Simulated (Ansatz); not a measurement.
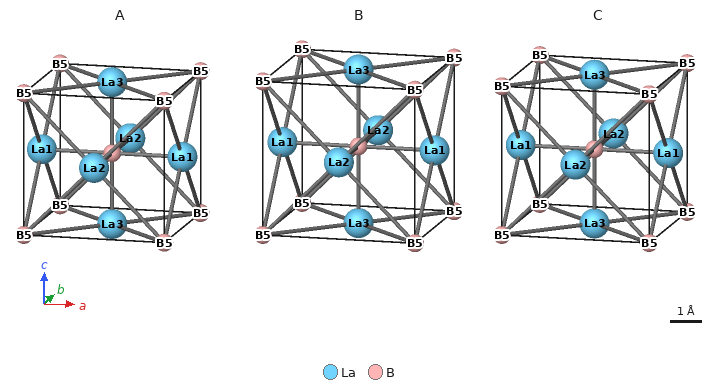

3 geometries from one relaxation of a crystal of La$_{3}$B$_{2}$ (a generated structure, set up in Pm-3m) (coarse preliminary run), in shuffled order. A ball-and-stick model of the cell of the calculation, seen slightly off an axis.

Computed with DFT PBE, scalar-relativistic, plane waves, PAW in Ansatz 0.2.0. Settings: plane-wave cutoff 420 eV; k-point mesh 4 × 4 × 4; occupations gaussian; smearing width 0.1 eV; no spin polarisation; cell and atoms relaxed; force threshold 0.04 eV/Å; at most 70 steps.

### Order the frames from highest to lowest energy.

A, C, B. They are steps 0, 1, 4, at +1.303 eV per cell of the calculation, +0.213 eV per cell of the calculation relative to the last. No atom moves by more than 0.005 Å relative to the cell. The drawn cell changes as follows: a = b = c 4.759 → 5.153 Å (+8.3 %); the volume changes by +26.9 %. Near-neighbour distances that change, for instance: La–La 3.365 → 3.644 Å, B–La 3.365 → 3.644 Å, B–La 2.380 → 2.577 Å. The space group stays Pm-3m (No. 221). After 3 accepted moves (4 points after the start) the energy has fallen by 1.303 eV per cell of the calculation. All forces vanish by symmetry, so only the cell relaxes. Pressure: 16.71 GPa at the start and 0.09 GPa at the end. At 1 point the geometry stayed and the basis and grid were re-selected for the new cell (energy shift of 18.9 meV per cell of the calculation at most each time). The run took 10 s on 1 thread of Intel(R) Xeon(R) Platinum 8375C CPU @ 2.90GHz (Ice Lake) (shared host), peak memory 0.44 GiB.
